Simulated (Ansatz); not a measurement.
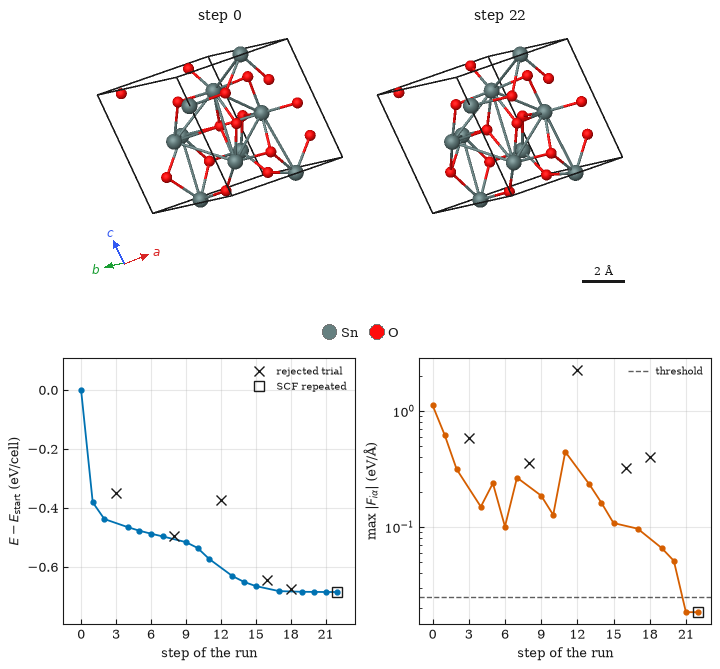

First and last geometry of a relaxation of a defect cell of composition Sn9O16 (cell charge +1), with the history of the run. Style: ball-and-stick. Shown: the cell of the calculation (origin shifted), from a free direction.

Case: Sn interstitial, charge +1, atoms relaxed at the host's cell.

Level of theory: Ansatz 0.2.0, DFT PBE, scalar-relativistic, plane waves, PAW. (plane-wave cutoff 420 eV; k-point mesh 3 × 3 × 3; occupations gaussian; smearing width 0.01 eV; collinear spin; atoms relaxed in a fixed cell; force threshold 0.025 eV/Å; at most 45 steps)

Did the run converge, and what did it change?

It converged. Over 16 accepted moves (22 points after the start) the energy falls by 0.685 eV per cell of the calculation. The largest force component goes from 1.1 to 0.018 eV/Å. The line search rejected the trial steps at points 3, 8, 12, 16, 18 of the run. 1 step only repeated the SCF at the same geometry. The atom that moves furthest is an O atom (0.65 Å along [−3 2 0]). Largest moves by element: O 0.65 Å, Sn 0.25 Å. The lattice vectors keep their values. Some distances before and after: O–Sn 2.120 → 2.904 Å, O–Sn 2.598 → 2.085 Å, O–Sn 2.903 → 2.403 Å, O–Sn 2.882 → 2.403 Å. Among the angles between lasting bonds that change: Sn–O–Sn 133.4° → 120.1°, Sn–O–Sn 117.1° → 129.0°, Sn–O–Sn 117.8° → 129.1°. The program noted that the starting moments weren't kept. The run took 23 min on 4 threads of Arm Neoverse V2, with other jobs on the host, peak memory 1.8 GiB.

| step | E − E(0), meV/atom | largest force component, eV/Å | note |
| --- | --- | --- | --- |
| 0 | 0.00 | 1.1254 |  |
| 1 | -15.23 | 0.6249 |  |
| 2 | -17.49 | 0.3148 |  |
| 3 | -13.90 | 0.5852 | rejected |
| 4 | -18.58 | 0.1498 |  |
| 5 | -19.07 | 0.2385 |  |
| 6 | -19.47 | 0.1011 |  |
| 7 | -19.84 | 0.2670 |  |
| 8 | -19.75 | 0.3602 | rejected |
| 9 | -20.62 | 0.1867 |  |
| 10 | -21.40 | 0.1274 |  |
| 11 | -22.90 | 0.4460 |  |
| 12 | -14.84 | 2.2717 | rejected |
| 13 | -25.22 | 0.2335 |  |
| 14 | -26.02 | 0.1618 |  |
| 15 | -26.58 | 0.1083 |  |
| 16 | -25.76 | 0.3231 | rejected |
| 17 | -27.26 | 0.0969 |  |
| 18 | -27.02 | 0.4007 | rejected |
| 19 | -27.36 | 0.0659 |  |
| 20 | -27.37 | 0.0511 |  |
| 21 | -27.38 | 0.0185 |  |
| 22 | -27.38 | 0.0184 | same geometry, SCF repeated |

Limits of the set-up: the periodic images lie only 6.8 Å apart, so the values are limited by the cell's size; the cell is charged, on a uniform background, and energies carry no finite-size correction.
